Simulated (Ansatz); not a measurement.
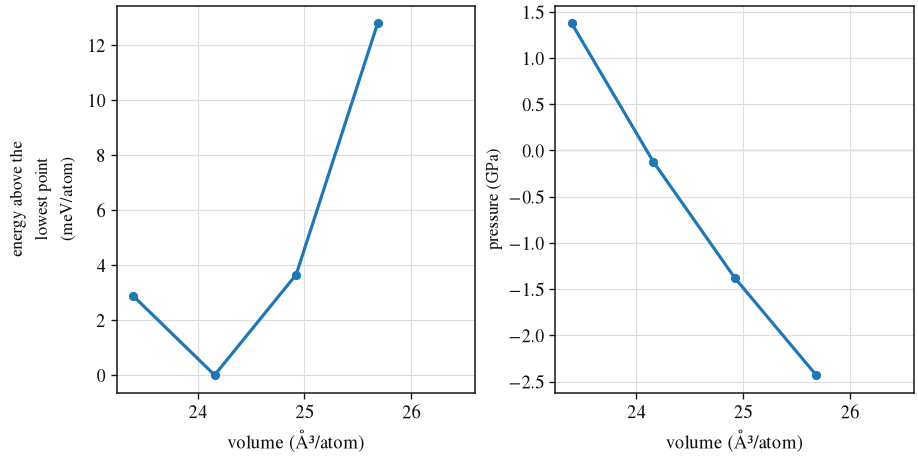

The picture above shows the energy above the lowest point and pressure against volume for Ga, space group Fd-3m (No. 227) (one of a set of cubic test structures, which need not be the stable phase).

How it was computed, with Ansatz 0.2.0 development build: equation of state of a cubic crystal from periodic Kohn-Sham density functional theory without spin, third-order Birch-Murnaghan fit to the free energies; pressure corrected for the finite basis. Level: r2SCAN.

structure type diamond; atoms in cell 2; space group number 227; lattice centring face-centred primitive; k mesh 10×10×10; occupation method Fermi–Dirac; occupation width 0.1 eV; wave cutoff 1300 eV; datasets hand-made PAW; density tolerance 1e−09 eV; bands 25; density cutoff ratio 8; search for lower states default; xc grid level 2.

The point at volume 26.45 Å³/atom is left out of the plot. What does the calculation give there?

| volume (Å³/atom) | energy above the lowest point (meV/atom) | pressure (GPa) |
| --- | --- | --- |
| 26.45 | 26.5 | −3.302 |

Note: cubic model structure, not the ambient form.
